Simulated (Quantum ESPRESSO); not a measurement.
# Workfunction calculation of Bi

Bi (slab, 4 atoms in the cell), computed with Kohn-Sham DFT of a periodic cell, PBE, PseudoDojo 0.4.1 SR PBE standard, no spin polarisation (Quantum ESPRESSO 7.5).

The structure derives from an entry of the Crystallography Open Database.

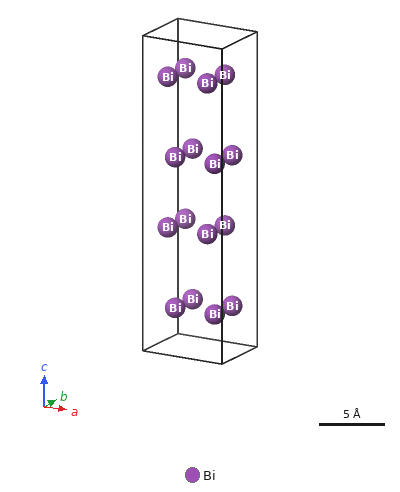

**Figure 1.** The structure (spheres-only view of the 2 × 2 repeat of the cell, with the vacuum cut short, seen slightly off an axis).

Input
```
&CONTROL
  calculation = 'scf'
  prefix = 'pwscf'
  outdir = './tmp'
  pseudo_dir = './pseudo'
  tprnfor = .true.
  disk_io = 'low'
/
&SYSTEM
  ibrav = 0
  celldm(1) = 8
  nat = 4
  ntyp = 1
  ecutwfc = 66
  nbnd = 40
  occupations = 'smearing'
  smearing = 'fd'
  degauss = 0.00367493
/
&ELECTRONS
  conv_thr = 4d-09
  electron_maxstep = 150
  mixing_beta = 0.3
  mixing_mode = 'local-TF'
/
ATOMIC_SPECIES
Bi   208.9804 Bi.upf
CELL_PARAMETERS alat
  1.0721834307628   0.0000000000000   0.0000000000000
 -0.5360917153602   0.9285380885587   0.0000000000000
  0.0000000000000   0.0000000000000   7.7345309202105
ATOMIC_POSITIONS crystal
Bi     0.6666666667    0.3333333334    0.2290530945
Bi     0.3333333333    0.6666666666    0.4096843648
Bi     0.6666666667    0.3333333334    0.5903156352
Bi     0.3333333333    0.6666666666    0.7709469055
K_POINTS automatic
7 7 1 0 0 0
```

File pp_density.in
```
&INPUTPP
  prefix = 'pwscf'
  outdir = './tmp'
  filplot = 'density.dat'
  plot_num = 0
/
&PLOT
  nfile = 1
  filepp(1) = 'density.dat'
  iflag = 3
  output_format = 6
  fileout = 'density.cube'
/
```

File pp_potential.in
```
&INPUTPP
  prefix = 'pwscf'
  outdir = './tmp'
  filplot = 'potential.dat'
  plot_num = 11
/
&PLOT
  nfile = 1
  filepp(1) = 'potential.dat'
  iflag = 3
  output_format = 6
  fileout = 'potential.cube'
/
```

File pp_elf.in
```
&INPUTPP
  prefix = 'pwscf'
  outdir = './tmp'
  filplot = 'elf.dat'
  plot_num = 8
/
&PLOT
  nfile = 1
  filepp(1) = 'elf.dat'
  iflag = 3
  output_format = 6
  fileout = 'elf.cube'
/
```

Machine: 1 thread of Intel Xeon @ 2.70GHz, 189 GiB of memory available, shared host.

Run as:
```bash
OMP_NUM_THREADS=1 pw.x -in pw.in > pw.out
OMP_NUM_THREADS=1 pp.x -in pp_density.in > pp_density.out
OMP_NUM_THREADS=1 pp.x -in pp_potential.in > pp_potential.out
OMP_NUM_THREADS=1 pp.x -in pp_elf.in > pp_elf.out
```

The program's output
```
This program is part of the open-source Quantum ESPRESSO suite
     for quantum simulation of materials; please cite
         "P. Giannozzi et al., J. Phys.:Condens. Matter 21 395502 (2009);
         "P. Giannozzi et al., J. Phys.:Condens. Matter 29 465901 (2017);
         "P. Giannozzi et al., J. Chem. Phys. 152 154105 (2020);
          URL
     in publications or presentations arising from this work. More details at

     Message from routine setup:
     using ibrav=0 with symmetry is DISCOURAGED, use correct ibrav instead

     G-vector sticks info
     --------------------
     sticks:   dense  smooth     PW     G-vecs:    dense   smooth      PW
     Sum        1345    1345    367               285657   285657   41803

     Using Slab Decomposition

     bravais-lattice index     =            0
     lattice parameter (alat)  =       8.0000  a.u.
     unit-cell volume          =    3942.5096 (a.u.)^3
     number of atoms/cell      =            4
     number of atomic types    =            1
     number of electrons       =        60.00
     number of Kohn-Sham states=           40
     kinetic-energy cutoff     =      66.0000  Ry
     charge density cutoff     =     264.0000  Ry
     scf convergence threshold =      4.0E-09
     mixing beta               =       0.3000
     number of iterations used =            8  local-TF  mixing
     Exchange-correlation= PBE
                           (   1   4   3   4   0   0   0)

     celldm(1)=   8.000000  celldm(2)=   0.000000  celldm(3)=   0.000000
     celldm(4)=   0.000000  celldm(5)=   0.000000  celldm(6)=   0.000000

     crystal axes: (cart. coord. in units of alat)
               a(1) = (   1.072183   0.000000   0.000000 )
               a(2) = (  -0.536092   0.928538   0.000000 )
               a(3) = (   0.000000   0.000000   7.734531 )

     reciprocal axes: (cart. coord. in units 2 pi/alat)
               b(1) = (  0.932676  0.538481 -0.000000 )
               b(2) = (  0.000000  1.076962  0.000000 )
               b(3) = (  0.000000 -0.000000  0.129290 )

     PseudoPot. # 1 for Bi read from file:
     Bi.upf
     Pseudo is Norm-conserving + core correction, Zval = 15.0
     Generated using ONCVPSP code by D. R. Hamann
     Using radial grid of 1490 points,  6 beta functions with:
                l(1) =   0
                l(2) =   0
                l(3) =   1
                l(4) =   1
                l(5) =   2
                l(6) =   2

     atomic species   valence    mass     pseudopotential
     Bi               15.00   208.98040     Bi( 1.00)

     12 Sym. Ops., with inversion, found

   Cartesian axes

     site n.     atom                  positions (alat units)
         1        Bi     tau(   1) = (   0.5360917   0.3095127   1.7716182  )
         2        Bi     tau(   2) = (   0.0000000   0.6190254   3.1687164  )
         3        Bi     tau(   3) = (   0.5360917   0.3095127   4.5658145  )
         4        Bi     tau(   4) = (   0.0000000   0.6190254   5.9629127  )

     number of k points=     8  Fermi-Dirac smearing, width (Ry)=  0.0037
                       cart. coord. in units 2pi/alat
        k(    1) = (   0.0000000   0.0000000   0.0000000), wk =   0.0408163
        k(    2) = (   0.0000000   0.1538517   0.0000000), wk =   0.2448980
        k(    3) = (   0.0000000   0.3077034   0.0000000), wk =   0.2448980
        k(    4) = (   0.0000000   0.4615550   0.0000000), wk =   0.2448980
        k(    5) = (   0.1332395   0.2307775   0.0000000), wk =   0.2448980
        k(    6) = (   0.1332395   0.3846292   0.0000000), wk =   0.4897959
        k(    7) = (   0.1332395   0.5384809   0.0000000), wk =   0.2448980
        k(    8) = (   0.2664789   0.4615550   0.0000000), wk =   0.2448980

     Dense  grid:   285657 G-vectors     FFT dimensions: (  45,  45, 324)

     Initial potential from superposition of free atoms

     starting charge      59.9966, renormalised to      60.0000

     negative rho (up, down):  3.060E-06 0.000E+00
     Starting wfcs are   36 randomized atomic wfcs +    4 random wfcs

     Self-consistent Calculation

     iteration #  1     ecut=    66.00 Ry     beta= 0.30
     Davidson diagonalization with overlap
     ethr =  1.00E-02,  avg # of iterations =  7.2

     Threshold (ethr) on eigenvalues was too large:
     Diagonalizing with lowered threshold

     Davidson diagonalization with overlap
     ethr =  2.79E-05,  avg # of iterations = 10.8

     negative rho (up, down):  6.919E-05 0.000E+00

     total energy              =    -655.74928831 Ry
     estimated scf accuracy    <       0.01847133 Ry

     iteration #  2     ecut=    66.00 Ry     beta= 0.30
     Davidson diagonalization with overlap
     ethr =  3.08E-05,  avg # of iterations =  1.0

     negative rho (up, down):  1.252E-03 0.000E+00

     total energy              =    -655.74660709 Ry
     estimated scf accuracy    <       0.01324779 Ry

     iteration #  3     ecut=    66.00 Ry     beta= 0.30
     Davidson diagonalization with overlap
     ethr =  2.21E-05,  avg # of iterations =  3.1

     negative rho (up, down):  1.366E-03 0.000E+00

     total energy              =    -655.74813580 Ry
     estimated scf accuracy    <       0.00023227 Ry

     iteration #  4     ecut=    66.00 Ry     beta= 0.30
     Davidson diagonalization with overlap
     ethr =  3.87E-07,  avg # of iterations =  6.5

     negative rho (up, down):  1.430E-03 0.000E+00

     total energy              =    -655.74821222 Ry
     estimated scf accuracy    <       0.00010198 Ry

     iteration #  5     ecut=    66.00 Ry     beta= 0.30
     Davidson diagonalization with overlap
     ethr =  1.70E-07,  avg # of iterations =  2.0

     negative rho (up, down):  1.501E-03 0.000E+00

     total energy              =    -655.74820489 Ry
     estimated scf accuracy    <       0.00003857 Ry

     iteration #  6     ecut=    66.00 Ry     beta= 0.30
     Davidson diagonalization with overlap
     ethr =  6.43E-08,  avg # of iterations =  2.5

     negative rho (up, down):  7.423E-04 0.000E+00

     total energy              =    -655.74820637 Ry
     estimated scf accuracy    <       0.00001100 Ry

     iteration #  7     ecut=    66.00 Ry     beta= 0.30
     Davidson diagonalization with overlap
     ethr =  1.83E-08,  avg # of iterations =  3.2

     negative rho (up, down):  4.265E-04 0.000E+00

     total energy              =    -655.74820237 Ry
     estimated scf accuracy    <       0.00000473 Ry

     iteration #  8     ecut=    66.00 Ry     beta= 0.30
     Davidson diagonalization with overlap
     ethr =  7.89E-09,  avg # of iterations =  2.9

     negative rho (up, down):  2.494E-05 0.000E+00

     total energy              =    -655.74819709 Ry
     estimated scf accuracy    <       0.00000150 Ry

     iteration #  9     ecut=    66.00 Ry     beta= 0.30
     Davidson diagonalization with overlap
     ethr =  2.50E-09,  avg # of iterations =  4.6

     negative rho (up, down):  3.884E-07 0.000E+00

     total energy              =    -655.74819824 Ry
     estimated scf accuracy    <       0.00000089 Ry

     iteration # 10     ecut=    66.00 Ry     beta= 0.30
     Davidson diagonalization with overlap
     ethr =  1.48E-09,  avg # of iterations =  2.0

     negative rho (up, down):  6.807E-06 0.000E+00

     total energy              =    -655.74819938 Ry
     estimated scf accuracy    <       0.00000011 Ry

     iteration # 11     ecut=    66.00 Ry     beta= 0.30
     Davidson diagonalization with overlap
     ethr =  1.89E-10,  avg # of iterations =  2.5

     negative rho (up, down):  2.009E-07 0.000E+00

     total energy              =    -655.74819935 Ry
     estimated scf accuracy    <       0.00000007 Ry

     iteration # 12     ecut=    66.00 Ry     beta= 0.30
     Davidson diagonalization with overlap
     ethr =  1.09E-10,  avg # of iterations =  2.0

     negative rho (up, down):  4.182E-07 0.000E+00

     total energy              =    -655.74819877 Ry
     estimated scf accuracy    <          4.3E-09 Ry

     iteration # 13     ecut=    66.00 Ry     beta= 0.30
     Davidson diagonalization with overlap
     ethr =  7.21E-12,  avg # of iterations =  3.2

     End of self-consistent calculation

          k = 0.0000 0.0000 0.0000 ( 35585 PWs)   bands (ev):

   -24.0624 -24.0624 -24.0624 -24.0624 -24.0574 -24.0574 -24.0574 -24.0574
   -24.0439 -24.0439 -24.0439 -24.0439 -24.0409 -24.0409 -24.0385 -24.0385
   -24.0385 -24.0385 -24.0354 -24.0354 -11.5589 -11.5552 -11.5515 -11.5500
    -2.0228  -1.9105  -1.7586  -1.6216   0.1674   0.1674   0.1711   0.1711
     0.1749   0.1749   0.1771   0.1771   1.9204   2.2165   2.6144   3.0731

          k = 0.0000 0.1539 0.0000 ( 35587 PWs)   bands (ev):

   -24.0624 -24.0624 -24.0611 -24.0611 -24.0574 -24.0574 -24.0561 -24.0561
   -24.0444 -24.0444 -24.0440 -24.0440 -24.0402 -24.0402 -24.0389 -24.0389
   -24.0386 -24.0386 -24.0347 -24.0347 -11.5013 -11.4978 -11.4943 -11.4930
    -1.8973  -1.7914  -1.6483  -1.5190  -0.6698  -0.6570  -0.6466  -0.6420
     0.0155   0.0211   0.0272   0.0313   2.4181   2.6988   3.0566   3.6052

          k = 0.0000 0.3077 0.0000 ( 35717 PWs)   bands (ev):

   -24.0625 -24.0625 -24.0581 -24.0581 -24.0575 -24.0575 -24.0530 -24.0530
   -24.0454 -24.0454 -24.0443 -24.0443 -24.0399 -24.0399 -24.0389 -24.0389
   -24.0385 -24.0384 -24.0330 -24.0330 -11.3646 -11.3617 -11.3587 -11.3580
    -1.8394  -1.8340  -1.8226  -1.8097  -1.5632  -1.4708  -1.3575  -1.2632
    -0.2844  -0.2769  -0.2683  -0.2621   3.0901   3.3061   3.5540   3.9066

          k = 0.0000 0.4616 0.0000 ( 35764 PWs)   bands (ev):

   -24.0626 -24.0626 -24.0576 -24.0576 -24.0557 -24.0557 -24.0506 -24.0506
   -24.0462 -24.0462 -24.0445 -24.0445 -24.0407 -24.0407 -24.0391 -24.0391
   -24.0370 -24.0370 -24.0315 -24.0315 -11.2465 -11.2447 -11.2421 -11.2420
    -2.5362  -2.5281  -2.5176  -2.5089  -1.2169  -1.1660  -1.1046  -1.0562
    -0.4955  -0.4871  -0.4775  -0.4704   3.5076   3.5235   3.6728   3.7833

          k = 0.1332 0.2308 0.0000 ( 35661 PWs)   bands (ev):

   -24.0621 -24.0621 -24.0592 -24.0592 -24.0571 -24.0571 -24.0542 -24.0542
   -24.0450 -24.0450 -24.0443 -24.0443 -24.0396 -24.0396 -24.0390 -24.0389
   -24.0388 -24.0388 -24.0335 -24.0335 -11.4037 -11.4006 -11.3975 -11.3966
    -1.6731  -1.5967  -1.5168  -1.4693  -1.4672  -1.4368  -1.3954  -1.3276
    -0.3548  -0.3499  -0.3445  -0.3409   2.9571   3.2030   3.4769   3.9202

          k = 0.1332 0.3846 0.0000 ( 35741 PWs)   bands (ev):

   -24.0617 -24.0617 -24.0570 -24.0570 -24.0566 -24.0566 -24.0520 -24.0520
   -24.0458 -24.0458 -24.0447 -24.0447 -24.0404 -24.0404 -24.0392 -24.0392
   -24.0374 -24.0374 -24.0319 -24.0319 -11.2742 -11.2720 -11.2693 -11.2690
    -2.2177  -2.2101  -2.1997  -2.1907  -1.3146  -1.2479  -1.1654  -1.0978
    -0.8264  -0.8188  -0.8107  -0.8050   3.6775   3.7512   3.8681   4.0113

          k = 0.1332 0.5385 0.0000 ( 35729 PWs)   bands (ev):

   -24.0615 -24.0615 -24.0565 -24.0565 -24.0560 -24.0560 -24.0509 -24.0509
   -24.0462 -24.0462 -24.0448 -24.0448 -24.0407 -24.0407 -24.0394 -24.0394
   -24.0368 -24.0367 -24.0312 -24.0312 -11.2131 -11.2119 -11.2093 -11.2093
    -2.5067  -2.4987  -2.4884  -2.4799  -1.1045  -1.0765  -1.0431  -1.0152
    -1.0075  -0.9968  -0.9839  -0.9835   3.6703   3.7187   3.9014   4.1712

          k = 0.2665 0.4616 0.0000 ( 35751 PWs)   bands (ev):

   -24.0597 -24.0597 -24.0573 -24.0573 -24.0546 -24.0546 -24.0523 -24.0523
   -24.0459 -24.0459 -24.0453 -24.0453 -24.0404 -24.0404 -24.0398 -24.0398
   -24.0368 -24.0368 -24.0313 -24.0313 -11.1987 -11.1978 -11.1951 -11.1951
    -2.2235  -2.2160  -2.2064  -2.1986  -1.6064  -1.5999  -1.5910  -1.5834
    -1.0613  -1.0317  -0.9992  -0.9762   3.9832   4.0552   4.1776   4.4147

     the Fermi energy is    -1.2198 ev

!    total energy              =    -655.74819912 Ry
     estimated scf accuracy    <          2.0E-09 Ry
     smearing contrib. (-TS)   =      -0.00758518 Ry
     internal energy E=F+TS    =    -655.74061394 Ry

     The total energy is F=E-TS. E is the sum of the following terms:
     one-electron contribution =   -1088.65506343 Ry
     hartree contribution      =     554.10170993 Ry
     xc contribution           =    -172.12445999 Ry
     ewald contribution        =      50.93719954 Ry

     convergence has been achieved in  13 iterations

     Forces acting on atoms (cartesian axes, Ry/au):

     atom    1 type  1   force =     0.00000000   -0.00000000    0.00125257
     atom    2 type  1   force =     0.00000000   -0.00000000   -0.00001442
     atom    3 type  1   force =     0.00000000    0.00000000    0.00001442
     atom    4 type  1   force =     0.00000000    0.00000000   -0.00125257

     Total force =     0.001772     Total SCF correction =     0.000033

=------------------------------------------------------------------------------=
   JOB DONE.
=------------------------------------------------------------------------------=
```

File pp_density.out
```
This program is part of the open-source Quantum ESPRESSO suite
     for quantum simulation of materials; please cite
         "P. Giannozzi et al., J. Phys.:Condens. Matter 21 395502 (2009);
         "P. Giannozzi et al., J. Phys.:Condens. Matter 29 465901 (2017);
         "P. Giannozzi et al., J. Chem. Phys. 152 154105 (2020);
          URL
     in publications or presentations arising from this work. More details at

     ./tmp/pwscf.save/

     IMPORTANT: XC functional enforced from input :
     Exchange-correlation= PBE
                           (   1   4   3   4   0   0   0)
     Any further DFT definition will be discarded
     Please, verify this is what you really want

     G-vector sticks info
     --------------------
     sticks:   dense  smooth     PW     G-vecs:    dense   smooth      PW
     Sum        1345    1345    367               285657   285657   41803

     Using Slab Decomposition

     Calling punch_plot, plot_num =   0
     Writing data to file  density.dat
     Reading data from file  density.dat

     Writing data to be plotted to file density.cube
     Plot Type: 3D                     Output format: Gaussian cube

=------------------------------------------------------------------------------=
   JOB DONE.
=------------------------------------------------------------------------------=
```

File pp_potential.out
```
This program is part of the open-source Quantum ESPRESSO suite
     for quantum simulation of materials; please cite
         "P. Giannozzi et al., J. Phys.:Condens. Matter 21 395502 (2009);
         "P. Giannozzi et al., J. Phys.:Condens. Matter 29 465901 (2017);
         "P. Giannozzi et al., J. Chem. Phys. 152 154105 (2020);
          URL
     in publications or presentations arising from this work. More details at

     ./tmp/pwscf.save/

     IMPORTANT: XC functional enforced from input :
     Exchange-correlation= PBE
                           (   1   4   3   4   0   0   0)
     Any further DFT definition will be discarded
     Please, verify this is what you really want

     G-vector sticks info
     --------------------
     sticks:   dense  smooth     PW     G-vecs:    dense   smooth      PW
     Sum        1345    1345    367               285657   285657   41803

     Using Slab Decomposition

     Calling punch_plot, plot_num =  11
     Writing data to file  potential.dat
     Reading data from file  potential.dat

     Writing data to be plotted to file potential.cube
     Plot Type: 3D                     Output format: Gaussian cube

=------------------------------------------------------------------------------=
   JOB DONE.
=------------------------------------------------------------------------------=
```

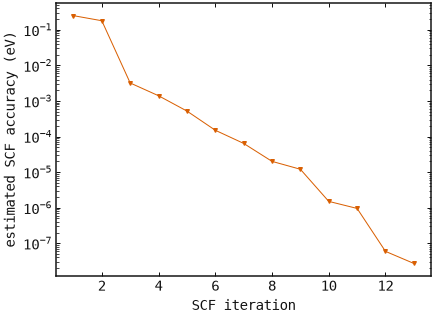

**Figure 2.** Convergence of the self-consistent field: estimated SCF accuracy against the iteration. The field takes 13 iterations in all.

Summary

| quantity | value |
| --- | --- |
| outcome | converged |
| electrons treated | 60 |
| free energy | −8921.9088 eV |
| work function, top face | 4.79 eV |
| work function, bottom face | 4.79 eV |
| Fermi energy of the self-consistent step | −1.220 eV |
| gap on the k-point mesh | none (metallic) |
| work function (upper face) | 4.79 eV |
| largest force (length of the vector) | 0.032 eV/Å |
| wall time | 8.1 min |
| peak memory | 0.62 GiB |

Notes on the run: negative rho. Spin–orbit coupling is left out, which matters for Bi.
